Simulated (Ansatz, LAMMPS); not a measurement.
# Squeezing and shearing glassy 84SiO2-16BaO (mol %) (71 atoms), part 3 of 3

How stiff is glassy 84SiO2-16BaO (mol %) (71 atoms), and how do its levels respond to strain?

Ansatz 0.2.0; Kohn-Sham DFT, PBE, PAW (set soft_1), plane waves.

The cell: 21 Si, 4 Ba and 46 O. The quench rate of 200 K/ps is many orders above laboratory rates. The network of bonds at the start is that of the classical potential that made the cell. The Brillouin zone is sampled at Γ only. The levels lack spin–orbit coupling.

So far. Step 7 (Volume -6 %): The relaxation converged after 10 steps, 1.29 eV below its start, with a largest force component of 0.023 eV/Å. Step 7 (Volume -6 %): Volume -6 %: the energy stands 0.652 eV above that of the reference, at a pressure of 3.65 GPa.

## Step 8: Volume +6 %

The relaxed cell is scaled to another volume.

File input.yaml:

```yaml
crystal:
  lattice:
    - [10.2428, 0.01531, 0.15988]
    - [0.01531, 10.23389, -0.06224]
    - [0.15988, -0.06224, 10.1126]
  atoms:
    [... the 71 atom lines of step 4 ...]
kpoints:
  mp_grid: { grid: [1, 1, 1] }
hamiltonian:
  xc: pbe
  pseudopotentials: { kind: paw, azcp: { folder: soft_1 } }
scf:
  occupations: { method: fixed }
output:
  forces: true
  eigenvalues: true
  stress: true
relax:
  f_tol: 0.05
  max_steps: 70
```

Run with:

```console
ansatz run input.yaml --threads 4 --pin off --max-ram 8192MiB --backend cpu --events-out ev --progress --plain --runs-dir out
```

Numbers of over 12 decimals in the logs are rounded to 6 here.

The program printed:

```text
[...]
Crystal: 71 atoms, lattice volume = 1059.736 Å³
Basis set: ecut = 420 eV, 20709 PW (Γ), exchange–correlation on 144×144×144 points (8 copies of the dense FFT grid, shifted against one another)
Bands: 271, of which v1, the nominal top of the filled ones, is band 200 counted from 1 (199 counted from 0)
Symmetry: 1 space group operations
[...]
k-points: 1
[...]
SCF iter   1: F=—  HF=-63371.241503 eV  |F-HF|=—  |Δ(HF+E_count)|=         —  Δρ=9.34e-2  dr2=1.25e2  ethr=3.10e-3  ⟨swp⟩=7.0  Hψ=991  notcnv=0  defer=68
[...]
SCF iter   9: F=—  HF=-63332.017862 eV  |F-HF|=—  |Δ(HF+E_count)|=   1.78e-4  Δρ=8.97e-5  dr2=6.97e-5  ethr=3.68e-8  ⟨swp⟩=2.0  Hψ=401  notcnv=0  defer=69
SCF iter  10: F=-63332.017857 eV  HF=-63332.017855 eV  |F-HF|=2.47e-6  |Δ(HF+E_count)|=   7.22e-6  Δρ=1.72e-5  dr2=3.69e-6  ethr=1.56e-8  ⟨swp⟩=23.0  Hψ=2319  notcnv=0
SCF 1 converged in 10 iterations: F = -63332.017857 eV  dr2 = 3.69e-6
[...]
relax step   1: F+E_penalty+E_count = -63332.01785740 eV  Δ(F+E_penalty+E_count) = +0.000e0 eV  max|allowed force component| = 1.069e0 eV/Å  Δτ_max = 0.0000 Å  (10 SCF iters, dr2 threshold 6.25e-5 eV, accepted)
[...]
relax step   2: F+E_penalty+E_count = -63332.56962633 eV  Δ(F+E_penalty+E_count) = -5.518e-1 eV  max|allowed force component| = 6.905e-1 eV/Å  Δτ_max = 0.1950 Å  (6 SCF iters, dr2 threshold 7.14e-5 eV, accepted)
[...]
relax step   3: F+E_penalty+E_count = -63332.93569313 eV  Δ(F+E_penalty+E_count) = -3.661e-1 eV  max|allowed force component| = 3.214e-1 eV/Å  Δτ_max = 0.1070 Å  (6 SCF iters, dr2 threshold 2.98e-5 eV, accepted)
relax step   4: F+E_penalty+E_count = -63332.98515556 eV  Δ(F+E_penalty+E_count) = -4.946e-2 eV  max|allowed force component| = 1.956e-1 eV/Å  Δτ_max = 0.1122 Å  (6 SCF iters, dr2 threshold 2.24e-5 eV, accepted)
relax step   5: F+E_penalty+E_count = -63332.81510205 eV  Δ(F+E_penalty+E_count) = +1.701e-1 eV  max|allowed force component| = 5.263e-1 eV/Å  Δτ_max = 0.1742 Å  (8 SCF iters, dr2 threshold 8.29e-6 eV, rejected (line search))
relax step   6: F+E_penalty+E_count = -63333.03003335 eV  Δ(F+E_penalty+E_count) = -4.488e-2 eV  max|allowed force component| = 6.674e-2 eV/Å  Δτ_max = 0.0647 Å  (9 SCF iters, accepted)
relax step   7: F+E_penalty+E_count = -63333.02398631 eV  Δ(F+E_penalty+E_count) = +6.047e-3 eV  max|allowed force component| = 2.523e-1 eV/Å  Δτ_max = 0.0622 Å  (9 SCF iters, rejected (line search))
relax step   8: F+E_penalty+E_count = -63333.03538414 eV  Δ(F+E_penalty+E_count) = -5.351e-3 eV  max|allowed force component| = 5.049e-2 eV/Å  Δτ_max = 0.0239 Å  (9 SCF iters, accepted)
relax step   9: F+E_penalty+E_count = -63333.03274891 eV  Δ(F+E_penalty+E_count) = +2.635e-3 eV  max|allowed force component| = 1.521e-1 eV/Å  Δτ_max = 0.0500 Å  (9 SCF iters, rejected (line search))
[...]
relax step  10: F+E_penalty+E_count = -63333.03647563 eV  Δ(F+E_penalty+E_count) = -1.091e-3 eV  max|allowed force component| = 3.664e-2 eV/Å  Δτ_max = 0.0189 Å  (8 SCF iters, accepted)
SCF converged after 8 iterations
Free energy (F): -63333.036476 eV
[...]
Internal energy: -63333.036476 eV  (E = F + TS)
E sigma→0 (E₀):  -63333.036476 eV
Fermi energy:    4.099540 eV
[...]
Σ components = -63333.036476   (vs F -63333.036476, Δ=0.00e0)
--- Forces (eV/Å), atoms counted from 1 ---
  atom   1  Si    -0.01169473    -0.00504818     0.01090228
  atom   2  Si     0.02202324     0.00856876     0.01048625
  atom   3  Si     0.00636530    -0.00855837     0.00190220
  atom   4  Si    -0.00404633    -0.00938437     0.00177377
[...]
atom  71  O     -0.01080540     0.00256479    -0.01148483
  max |Σ_I F_I| component: 8.14e-5 eV/Å
--- Stress (GPa, compression-positive) ---
       -2.988862       0.109722       0.096667
        0.109722      -2.866887       0.098269
        0.096668       0.098270      -2.884268
  P = ⅓ Tr σ = -2.9133 GPa (-29.133 kbar)
--- Band table (eV) ---
[...]
--- Relaxed structure (10 steps of the walk, 7 accepted, 0 SCFs on fresh bases) ---
  F+E_penalty+E_count = -63333.03647563 eV   max|allowed force component| = 3.664e-2 eV/Å
  atoms:
    - { symbol: Si, position: [0.758135, 0.931995, 0.546739] }
    - { symbol: Si, position: [0.090187, 0.589974, 0.721751] }
    - { symbol: Si, position: [0.308871, 0.832142, 0.484428] }
    - { symbol: Si, position: [0.589501, 0.183966, 0.545543] }
[...]
- { symbol: O, position: [0.244291, 0.252096, 0.763525] }
```

Run time: 55 s. Hardware: 4 threads of Intel Xeon Platinum 8375C at 2.90GHz (Ice Lake), shared host; peak memory 1.4 GiB.

The relaxation converged after 10 steps, 1.02 eV below its start, with a largest force component of 0.037 eV/Å.

Volume +6 %: the energy stands 0.570 eV above that of the reference, at a pressure of -2.91 GPa.

## Step 9: Volume -10 %

The relaxed cell is scaled to another volume.

Input and log are left out; they have the form of those shown for this kind of step.

The job ended after 56 s (4 threads of Intel Xeon Platinum 8375C at 2.90GHz (Ice Lake), shared host; peak memory 1.3 GiB; 3.3 min of CPU time).

The relaxation converged after 10 steps, 3.90 eV below its start, with a largest force component of 0.046 eV/Å.

Volume -10 %: the energy stands 1.91 eV above that of the reference, at a pressure of 6.55 GPa.

## Step 10: Stretched by 1 % along x

The relaxed cell is strained along x alone, which gives the stiffness along x and its coupling to y and z.

input.yaml, the sections that differ from step 8:

```yaml
crystal:
  lattice:
    - [10.14623, 0.01502, 0.1568]
    - [0.01517, 10.03704, -0.06104]
    - [0.15837, -0.06104, 9.91808]
  atoms:
    [... the 71 atom lines of step 4 ...]
# kpoints, hamiltonian, scf, output, relax: as in step 8
```

The program printed:

```text
[...]
Crystal: 71 atoms, lattice volume = 1009.749 Å³
Basis set: ecut = 420 eV, 19733 PW (Γ), exchange–correlation on 144×144×144 points (8 copies of the dense FFT grid, shifted against one another)
Bands: 271, of which v1, the nominal top of the filled ones, is band 200 counted from 1 (199 counted from 0)
Symmetry: 1 space group operations
[...]
k-points: 1
[...]
SCF iter   1: F=—  HF=-63374.748849 eV  |F-HF|=—  |Δ(HF+E_count)|=         —  Δρ=9.96e-2  dr2=1.30e2  ethr=3.10e-3  ⟨swp⟩=7.0  Hψ=991  notcnv=0  defer=68
[...]
SCF iter   9: F=—  HF=-63333.513433 eV  |F-HF|=—  |Δ(HF+E_count)|=   1.51e-4  Δρ=7.20e-5  dr2=4.35e-5  ethr=3.19e-8  ⟨swp⟩=2.0  Hψ=367  notcnv=0  defer=69
SCF iter  10: F=-63333.513433 eV  HF=-63333.513431 eV  |F-HF|=1.83e-6  |Δ(HF+E_count)|=   1.76e-6  Δρ=1.71e-5  dr2=3.30e-6  ethr=1.09e-8  ⟨swp⟩=23.0  Hψ=2254  notcnv=0
SCF 1 converged in 10 iterations: F = -63333.513433 eV  dr2 = 3.30e-6
[...]
relax step   1: F+E_penalty+E_count = -63333.51343276 eV  Δ(F+E_penalty+E_count) = +0.000e0 eV  max|allowed force component| = 4.106e-1 eV/Å  Δτ_max = 0.0000 Å  (10 SCF iters, dr2 threshold 6.25e-5 eV, accepted)
[...]
relax step   2: F+E_penalty+E_count = -63333.54063868 eV  Δ(F+E_penalty+E_count) = -2.721e-2 eV  max|allowed force component| = 2.321e-1 eV/Å  Δτ_max = 0.0538 Å  (6 SCF iters, dr2 threshold 1.05e-5 eV, accepted)
[...]
relax step   3: F+E_penalty+E_count = -63333.56518244 eV  Δ(F+E_penalty+E_count) = -2.454e-2 eV  max|allowed force component| = 1.034e-1 eV/Å  Δτ_max = 0.0330 Å  (6 SCF iters, dr2 threshold 3.37e-6 eV, accepted)
relax step   4: F+E_penalty+E_count = -63333.56843024 eV  Δ(F+E_penalty+E_count) = -3.248e-3 eV  max|allowed force component| = 6.130e-2 eV/Å  Δτ_max = 0.0165 Å  (7 SCF iters, accepted)
relax step   5: F+E_penalty+E_count = -63333.56900737 eV  Δ(F+E_penalty+E_count) = -5.771e-4 eV  max|allowed force component| = 7.127e-2 eV/Å  Δτ_max = 0.0246 Å  (7 SCF iters, accepted)
relax step   6: F+E_penalty+E_count = -63333.57095783 eV  Δ(F+E_penalty+E_count) = -1.950e-3 eV  max|allowed force component| = 5.122e-2 eV/Å  Δτ_max = 0.0172 Å  (7 SCF iters, accepted)
[...]
relax step   7: F+E_penalty+E_count = -63333.57238830 eV  Δ(F+E_penalty+E_count) = -1.430e-3 eV  max|allowed force component| = 1.402e-2 eV/Å  Δτ_max = 0.0141 Å  (7 SCF iters, accepted)
SCF converged after 7 iterations
Free energy (F): -63333.572388 eV
[...]
Internal energy: -63333.572388 eV  (E = F + TS)
E sigma→0 (E₀):  -63333.572388 eV
Fermi energy:    4.578234 eV
[...]
Σ components = -63333.572388   (vs F -63333.572388, Δ=0.00e0)
--- Forces (eV/Å), atoms counted from 1 ---
  atom   1  Si     0.01311028     0.00850192    -0.00554630
  atom   2  Si     0.00769618    -0.00039840    -0.00056585
  atom   3  Si     0.00768678    -0.00792425     0.00030503
  atom   4  Si    -0.00225164    -0.00034985    -0.00164979
[...]
atom  71  O     -0.00671430     0.00078414    -0.00295446
  max |Σ_I F_I| component: 1.50e-4 eV/Å
--- Stress (GPa, compression-positive) ---
       -1.068941       0.036212       0.058519
        0.036211      -0.321751      -0.029243
        0.058520      -0.029243      -0.294275
  P = ⅓ Tr σ = -0.5617 GPa (-5.617 kbar)
--- Band table (eV) ---
[...]
--- Relaxed structure (7 steps of the walk, 7 accepted, 0 SCFs on fresh bases) ---
  F+E_penalty+E_count = -63333.57238830 eV   max|allowed force component| = 1.402e-2 eV/Å
  atoms:
    - { symbol: Si, position: [0.760217, 0.935425, 0.551485] }
    - { symbol: Si, position: [0.088379, 0.587677, 0.722659] }
    - { symbol: Si, position: [0.310089, 0.830231, 0.484351] }
    - { symbol: Si, position: [0.590418, 0.186524, 0.545036] }
[...]
- { symbol: O, position: [0.238526, 0.248188, 0.768855] }
```

The job ended after 43 s (4 threads; peak memory 1.3 GiB).

The relaxation converged after 7 steps, 0.0590 eV below its start, with a largest force component of 0.014 eV/Å.

Stretched by 1 % along x: the energy stands 0.0341 eV above that of the reference, at a pressure of -0.562 GPa.

## Step 11: Compressed by 1 % along x

The relaxed cell is strained along x alone, which gives the stiffness along x and its coupling to y and z.

input.yaml, the sections that differ from step 10:

```yaml
crystal:
  lattice:
    - [9.94531, 0.01502, 0.1568]
    - [0.01487, 10.03704, -0.06104]
    - [0.15523, -0.06104, 9.91808]
  atoms:
    [... the 71 atom lines of step 4 ...]
# kpoints, hamiltonian, scf, output, relax: as in step 10
```

The program printed:

```text
[...]
Crystal: 71 atoms, lattice volume = 989.754 Å³
Basis set: ecut = 420 eV, 19357 PW (Γ), exchange–correlation on 144×144×144 points (8 copies of the dense FFT grid, shifted against one another)
Bands: 271, of which v1, the nominal top of the filled ones, is band 200 counted from 1 (199 counted from 0)
Symmetry: 1 space group operations
[...]
k-points: 1
[...]
SCF iter   1: F=—  HF=-63375.935804 eV  |F-HF|=—  |Δ(HF+E_count)|=         —  Δρ=1.02e-1  dr2=1.33e2  ethr=3.10e-3  ⟨swp⟩=7.0  Hψ=991  notcnv=0  defer=68
[...]
SCF iter   9: F=—  HF=-63333.512099 eV  |F-HF|=—  |Δ(HF+E_count)|=   1.53e-4  Δρ=7.53e-5  dr2=4.62e-5  ethr=3.25e-8  ⟨swp⟩=2.0  Hψ=365  notcnv=0  defer=69
SCF iter  10: F=-63333.512099 eV  HF=-63333.512097 eV  |F-HF|=2.11e-6  |Δ(HF+E_count)|=   1.96e-6  Δρ=1.69e-5  dr2=3.23e-6  ethr=1.16e-8  ⟨swp⟩=23.0  Hψ=2200  notcnv=0
SCF 1 converged in 10 iterations: F = -63333.512099 eV  dr2 = 3.23e-6
[...]
relax step   1: F+E_penalty+E_count = -63333.51209944 eV  Δ(F+E_penalty+E_count) = +0.000e0 eV  max|allowed force component| = 4.530e-1 eV/Å  Δτ_max = 0.0000 Å  (10 SCF iters, dr2 threshold 6.25e-5 eV, accepted)
[...]
relax step   2: F+E_penalty+E_count = -63333.54179568 eV  Δ(F+E_penalty+E_count) = -2.970e-2 eV  max|allowed force component| = 2.259e-1 eV/Å  Δτ_max = 0.0579 Å  (6 SCF iters, dr2 threshold 1.28e-5 eV, accepted)
[...]
relax step   3: F+E_penalty+E_count = -63333.56578233 eV  Δ(F+E_penalty+E_count) = -2.399e-2 eV  max|allowed force component| = 1.015e-1 eV/Å  Δτ_max = 0.0300 Å  (6 SCF iters, dr2 threshold 3.19e-6 eV, accepted)
relax step   4: F+E_penalty+E_count = -63333.56915322 eV  Δ(F+E_penalty+E_count) = -3.371e-3 eV  max|allowed force component| = 5.730e-2 eV/Å  Δτ_max = 0.0225 Å  (7 SCF iters, accepted)
relax step   5: F+E_penalty+E_count = -63333.57032016 eV  Δ(F+E_penalty+E_count) = -1.167e-3 eV  max|allowed force component| = 6.422e-2 eV/Å  Δτ_max = 0.0157 Å  (7 SCF iters, accepted)
[...]
relax step   6: F+E_penalty+E_count = -63333.57242682 eV  Δ(F+E_penalty+E_count) = -2.107e-3 eV  max|allowed force component| = 4.717e-2 eV/Å  Δτ_max = 0.0096 Å  (7 SCF iters, accepted)
SCF converged after 7 iterations
Free energy (F): -63333.572427 eV
[...]
Internal energy: -63333.572427 eV  (E = F + TS)
E sigma→0 (E₀):  -63333.572427 eV
Fermi energy:    4.791437 eV
[...]
Σ components = -63333.572427   (vs F -63333.572427, Δ=0.00e0)
--- Forces (eV/Å), atoms counted from 1 ---
  atom   1  Si    -0.00110781    -0.02311469    -0.00005836
  atom   2  Si     0.00238323     0.01788481     0.01451443
  atom   3  Si     0.00719410     0.00789079     0.00006055
  atom   4  Si    -0.02010524    -0.00176993    -0.00304242
[...]
atom  71  O      0.00526793     0.01176977     0.01222259
  max |Σ_I F_I| component: 4.50e-5 eV/Å
--- Stress (GPa, compression-positive) ---
        1.116114      -0.035260      -0.049037
       -0.035260       0.307614       0.038640
       -0.049036       0.038639       0.276453
  P = ⅓ Tr σ = 0.5667 GPa (5.667 kbar)
--- Band table (eV) ---
[...]
--- Relaxed structure (6 steps of the walk, 6 accepted, 0 SCFs on fresh bases) ---
  F+E_penalty+E_count = -63333.57242682 eV   max|allowed force component| = 4.717e-2 eV/Å
  atoms:
    - { symbol: Si, position: [0.761094, 0.937081, 0.552439] }
    - { symbol: Si, position: [0.086760, 0.586533, 0.722426] }
    - { symbol: Si, position: [0.313727, 0.830860, 0.484002] }
    - { symbol: Si, position: [0.593506, 0.188168, 0.546228] }
[...]
- { symbol: O, position: [0.235536, 0.250012, 0.769913] }
```

The job ended after 34 s (4 threads; peak memory 1.3 GiB; 2 min of CPU time).

The relaxation converged after 6 steps, 0.0603 eV below its start, with a largest force component of 0.047 eV/Å.

Compressed by 1 % along x: the energy stands 0.0341 eV above that of the reference, at a pressure of 0.567 GPa.

## Step 12: Sheared by 2 % in xy

A shear of the relaxed cell gives the modulus that volume changes can't reach.

input.yaml, the sections that differ from step 11:

```yaml
crystal:
  lattice:
    - [10.04592, 0.11548, 0.1568]
    - [0.11539, 10.03719, -0.06104]
    - [0.15619, -0.05947, 9.91808]
  atoms:
    [... the 71 atom lines of step 4 ...]
# kpoints, hamiltonian, scf, output, relax: as in step 11
```

The program printed:

```text
[...]
Crystal: 71 atoms, lattice volume = 999.651 Å³
Basis set: ecut = 420 eV, 19527 PW (Γ), exchange–correlation on 144×144×144 points (8 copies of the dense FFT grid, shifted against one another)
Bands: 271, of which v1, the nominal top of the filled ones, is band 200 counted from 1 (199 counted from 0)
Symmetry: 1 space group operations
[...]
k-points: 1
[...]
SCF iter   1: F=—  HF=-63375.407505 eV  |F-HF|=—  |Δ(HF+E_count)|=         —  Δρ=1.01e-1  dr2=1.31e2  ethr=3.10e-3  ⟨swp⟩=7.0  Hψ=991  notcnv=0  defer=68
[...]
SCF iter   9: F=—  HF=-63333.480411 eV  |F-HF|=—  |Δ(HF+E_count)|=   1.57e-4  Δρ=7.72e-5  dr2=4.91e-5  ethr=3.24e-8  ⟨swp⟩=2.0  Hψ=367  notcnv=0  defer=69
SCF iter  10: F=-63333.480410 eV  HF=-63333.480408 eV  |F-HF|=2.14e-6  |Δ(HF+E_count)|=   2.90e-6  Δρ=1.67e-5  dr2=3.17e-6  ethr=1.23e-8  ⟨swp⟩=22.0  Hψ=2282  notcnv=0
SCF 1 converged in 10 iterations: F = -63333.480410 eV  dr2 = 3.17e-6
[...]
relax step   1: F+E_penalty+E_count = -63333.48040988 eV  Δ(F+E_penalty+E_count) = +0.000e0 eV  max|allowed force component| = 5.450e-1 eV/Å  Δτ_max = 0.0000 Å  (10 SCF iters, dr2 threshold 6.25e-5 eV, accepted)
[...]
relax step   2: F+E_penalty+E_count = -63333.52301498 eV  Δ(F+E_penalty+E_count) = -4.261e-2 eV  max|allowed force component| = 3.073e-1 eV/Å  Δτ_max = 0.0537 Å  (6 SCF iters, dr2 threshold 1.86e-5 eV, accepted)
[...]
relax step   3: F+E_penalty+E_count = -63333.55269401 eV  Δ(F+E_penalty+E_count) = -2.968e-2 eV  max|allowed force component| = 1.366e-1 eV/Å  Δτ_max = 0.0397 Å  (6 SCF iters, dr2 threshold 5.90e-6 eV, accepted)
relax step   4: F+E_penalty+E_count = -63333.55605487 eV  Δ(F+E_penalty+E_count) = -3.361e-3 eV  max|allowed force component| = 5.565e-2 eV/Å  Δτ_max = 0.0281 Å  (5 SCF iters, dr2 threshold 3.68e-6 eV, accepted)
[...]
relax step   5: F+E_penalty+E_count = -63333.55761643 eV  Δ(F+E_penalty+E_count) = -1.562e-3 eV  max|allowed force component| = 3.481e-2 eV/Å  Δτ_max = 0.0136 Å  (7 SCF iters, accepted)
SCF converged after 7 iterations
Free energy (F): -63333.557616 eV
[...]
Internal energy: -63333.557616 eV  (E = F + TS)
E sigma→0 (E₀):  -63333.557616 eV
Fermi energy:    4.689232 eV
[...]
Σ components = -63333.557616   (vs F -63333.557616, Δ=0.00e0)
--- Forces (eV/Å), atoms counted from 1 ---
  atom   1  Si     0.01567022    -0.01205077    -0.01220425
  atom   2  Si     0.01440546     0.02754970     0.00389314
  atom   3  Si    -0.00818068     0.00333175    -0.00011795
  atom   4  Si     0.00138316    -0.00383326     0.00919342
[...]
atom  71  O     -0.01009201     0.00314564    -0.01564149
  max |Σ_I F_I| component: 8.86e-5 eV/Å
--- Stress (GPa, compression-positive) ---
        0.060437      -0.754007       0.001000
       -0.754008       0.053390       0.072003
        0.001001       0.072003      -0.030575
  P = ⅓ Tr σ = 0.0278 GPa (0.278 kbar)
--- Band table (eV) ---
[...]
--- Relaxed structure (5 steps of the walk, 5 accepted, 0 SCFs on fresh bases) ---
  F+E_penalty+E_count = -63333.55761643 eV   max|allowed force component| = 3.481e-2 eV/Å
  atoms:
    - { symbol: Si, position: [0.760248, 0.936003, 0.552672] }
    - { symbol: Si, position: [0.088986, 0.587400, 0.721536] }
    - { symbol: Si, position: [0.312920, 0.831441, 0.484270] }
    - { symbol: Si, position: [0.590915, 0.188392, 0.544763] }
[...]
- { symbol: O, position: [0.237072, 0.250306, 0.768620] }
```

The job ended after 28 s (4 threads; peak memory 1.3 GiB).

The relaxation converged after 5 steps, 0.0772 eV below its start, with a largest force component of 0.035 eV/Å.

Sheared by 2 % in xy: the energy stands 0.0489 eV above that of the reference, at a pressure of 0.0278 GPa.

## Step 13: Pressure against volume

Atoms are relaxed at each volume, in the scaled cell.

| volume change (%) | volume (Å³/atom) | energy change (meV/atom) | pressure (GPa) | largest move on relaxing (Å) | bonds | gap (eV) |
| --- | --- | --- | --- | --- | --- | --- |
| -10 | 12.673 | 26.97 | 6.55 | 0.39 | 116 | 3.71 |
| -6 | 13.236 | 9.18 | 3.65 | 0.23 | 115 | 3.61 |
| -3 | 13.659 | 2.21 | 1.72 | 0.11 | 112 | 3.52 |
| +0 | 14.081 | 0.00 | -0.02 | - | 110 | 3.43 |
| +3 | 14.503 | 2.18 | -1.56 | 0.11 | 110 | 3.34 |
| +6 | 14.926 | 8.03 | -2.91 | 0.20 | 110 | 3.23 |

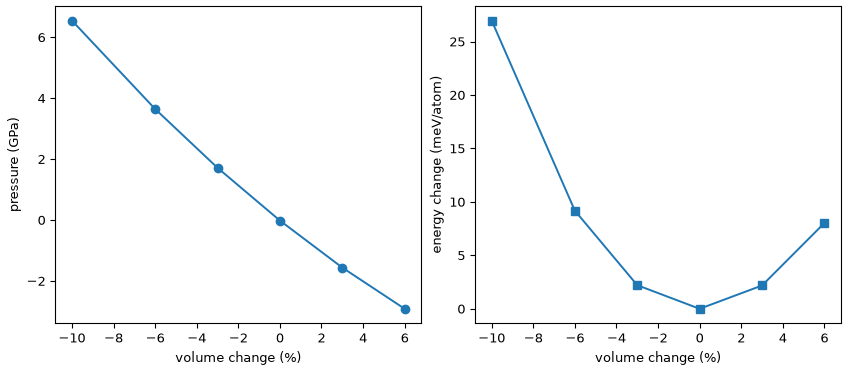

Pressure and energy against volume.

## Step 14: Uniaxial strain and shear

Stress (GPa, compression positive) less that of the relaxed cell, atoms relaxed:

| strain | xx | yy | zz | xy | energy change (meV/atom) |
| --- | --- | --- | --- | --- | --- |
| stretched by 1 % along x | -1.059 | -0.300 | -0.278 | 0.033 | 0.48 |
| compressed by 1 % along x | 1.126 | 0.329 | 0.292 | -0.038 | 0.48 |
| sheared by 2 % in xy | 0.070 | 0.075 | -0.015 | -0.757 | 0.69 |

## Step 15: Outcome

The bulk modulus, from the slope of pressure against ln V over the three points nearest the relaxed volume, is 54.6 GPa; a quadratic over all points gives a pressure derivative of about 2.8. The count of bonds runs from 110 to 116 over the series, so at some points contacts cross the cutoffs. The gap goes from 3.71 eV at the smallest volume to 3.23 eV at the largest, -2.9 eV per unit of ln V by a straight line, on the run's k-points. In the Cartesian axes of the cell, finite differences give C11 = 109, C12 = 31.5, C13 = 28.5 and C66 = 37.9 GPa (the shear of 2 % is the engineering strain, εxy = 0.01). The mean of C11, C12 and C13, which equals the bulk modulus in a cubic or isotropic solid, is 56.4 GPa: it agrees with the bulk modulus within 10 %. For an isotropic solid C66 would equal (C11 − C12)/2 = 38.9 GPa; so small a sample needn't be isotropic, and C66 rests on one shear. With the bulk modulus and C66 as K and G, Young's modulus would be about 92 GPa and Poisson's ratio 0.22.

Caveats: Strains are finite and relaxations stop at the force tolerance of the input, which can leave moduli too stiff; they are those of a static cell at zero temperature. Volumes are changed with the cell's shape held, so in an anisotropic solid the modulus lies over the one under free hydrostatic load. The program notes that the SCF threshold of the relaxations is loose for the stress.

The DFT runs together took 7.5 min of wall time.

[Logs are printed without paths, hosts, clocks, repeated set-up lines and the standing remarks that a program may print on its own settings, such as how far it seeks lower states.]

[Hosts, paths, dates, database ids (printed as entryN), source tags and the programs' standing remarks are cut or masked in the printed files.]
